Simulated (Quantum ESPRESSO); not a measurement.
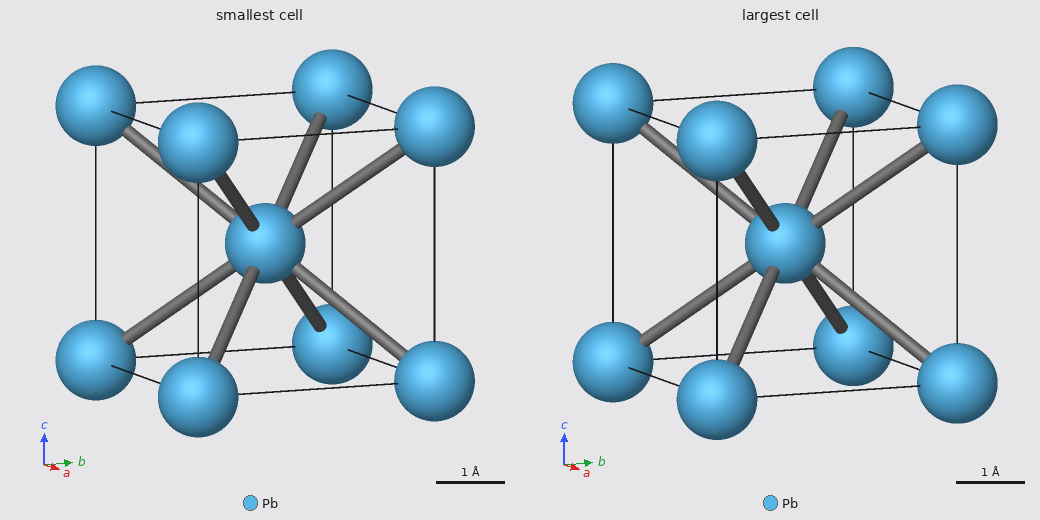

Pb, body-centred cubic (W type), space group Im-3m (No. 229), relaxed (cell and atoms, zero pressure) with four choices of dispersion term on top of PBEsol; the smallest and the largest of the relaxed conventional cells are drawn to one scale (sticks follow a distance rule). The start was a structure listed in the Materials Project. This isn't the form of Pb at room conditions, which is fcc.

Alike in all runs: Quantum ESPRESSO 7.5; functional PBEsol; potentials GBRV 1.5 PBEsol; cutoff 612 eV; k mesh 9 × 9 × 9 on the run's cell of 1 atom; occupations fermi-dirac, width 0.05 eV; no spin polarisation; no spin-orbit coupling. All runs are metallic.

| level | volume (Å³/atom) | a (Å) |
| --- | --- | --- |
| D3(BJ) | 28.16 | 3.833 |
| none | ? | ? |
| D3 | 28.88 | 3.865 |
| rVV10 | 28.08 | 3.830 |

> Fill in the row of none.

Volume 29.52 Å³/atom; a 3.894 Å. That is the largest volume of all.

> Order the levels by the relaxed volume, smallest first.

rVV10 (28.08 Å³/atom), D3(BJ) (28.16 Å³/atom), D3 (28.88 Å³/atom), none (29.52 Å³/atom). Rows within a few tenths of a per cent can't be told apart.

Caveat: pairwise dispersion terms can overbind metals strongly; spin-orbit coupling is left out, which matters for Pb, in volumes and forces too.
